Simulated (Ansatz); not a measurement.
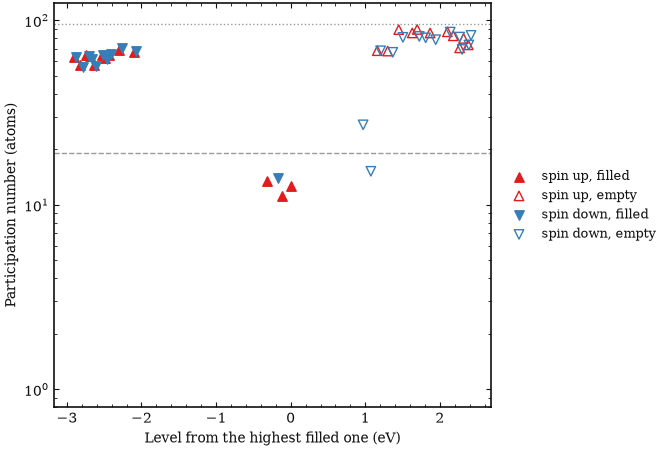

Write a caption with the findings.

Levels near the gap of a 95-atom cell against the number of atoms over which each spreads (dotted: all atoms; dashed: a fifth of them). Host SiC. System: Si₄₈C₄₇ (defect cell), 95 atoms in the cell, cell charge −2 e. Ansatz 0.2.0; DFT, r2SCAN, PAW, plane waves, one k point, (0.25, 0.25, 0.25), 500 eV cutoff, Fermi-Dirac smearing of 0.01 eV.

5 of the 48 levels shown spread over less than a fifth of the cell: −0.32 eV (spin up, filled, over about 13 atoms, mostly Si), −0.17 eV (spin down, filled, over about 14 atoms, mostly Si), −0.12 eV (spin up, filled, over about 11 atoms, mostly Si), 0.00 eV (spin up, filled, over about 13 atoms, mostly Si) and 1.07 eV (spin down, empty, over about 15 atoms, mostly Si). The lowest empty level lies 0.97 eV above the highest filled one. The cell's moment is 2.0 μB.

One k point in a finite cell, so levels carry errors of tenths of an eV.
